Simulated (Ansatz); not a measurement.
Consider Re.

```
Re
1.0
     2.78616    0.00000    0.00000
    -1.39308    2.41288    0.00000
     0.00000    0.00000    6.68772
Re
3
Direct
  0.33333 0.66667 0.66667
  0.00000 0.00000 0.00000
  0.66667 0.33333 0.33333
```

Space group R-3m; changed on purpose from its base cell (band edges of the strained film's bulk); computed pressure about −6 GPa in this cell; computed without spin polarisation.

All numbers below come from DFT r2SCAN, scalar-relativistic, plane waves, PAW (Ansatz 0.2.0).

What will maps of the valence pseudo-density and electron localisation function show?

Answer. Re–Re (2.75 Å): ρ at the midpoint is about 0.43 e/Å³; the ELF is about 0.40 at the midpoint.

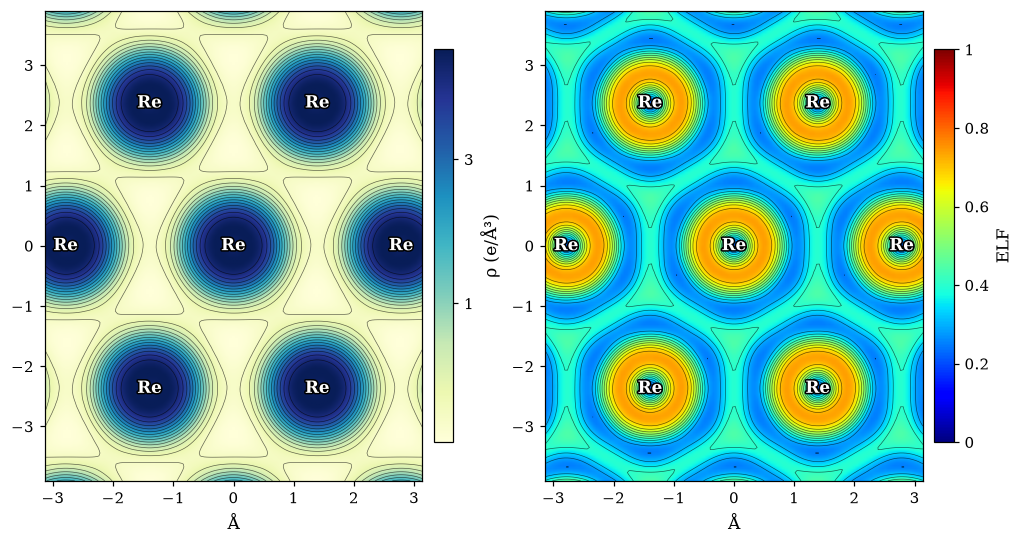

Computed valence pseudo-density and electron localisation function on the (011̄) plane of the conventional cell, in this order. 

The density is the valence pseudo-density of a PAW calculation; it isn't the true density close to the nuclei.
